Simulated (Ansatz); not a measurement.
Structure data:

```
C O
1.0
     4.42669    0.00000    0.00000
     0.00000    4.42669    0.00000
     0.00000    0.00000    4.80898
C O
2 4
Direct
  0.50000 0.50000 0.50000
  0.00000 0.00000 0.00000
  0.31325 0.68675 0.50000
  0.68675 0.31325 0.50000
  0.18675 0.18675 0.00000
  0.81325 0.81325 0.00000
```

Interpret the file: composition, symmetry and coordination.

Answer. The solid is CO₂. It is primitive tetragonal, space group P4_2/mnm (No. 136). There are 6 atoms in the cell: 2 C, 4 O. C bonds to two O in a linear arrangement at 1.17 Å. O bonds to one C at 1.17 Å. The bonds build separate CO2 groups.

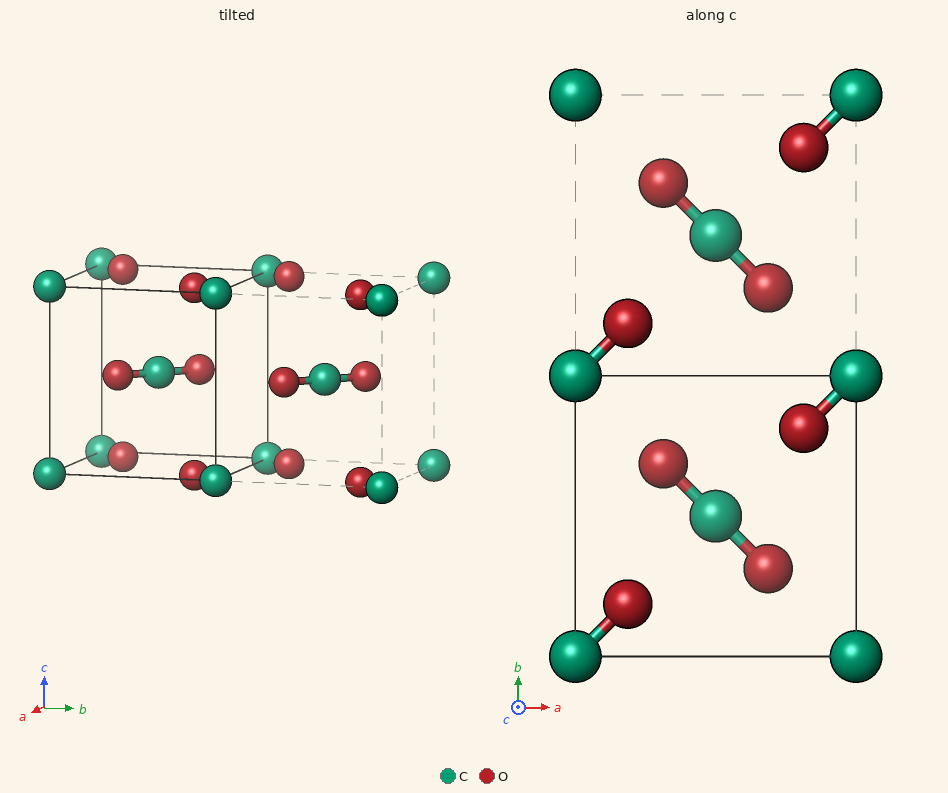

Crystal structure, ball-and-stick style, seen slightly off an axis and along the c axis. Solid lines give the conventional unit cell, repeated here 1×2×1 times.

It goes back to a structure listed in the Materials Project. The final geometry of a relaxation with DFT PBE+D3(BJ), scalar-relativistic, plane waves, PAW in Ansatz 0.2.0 is shown.
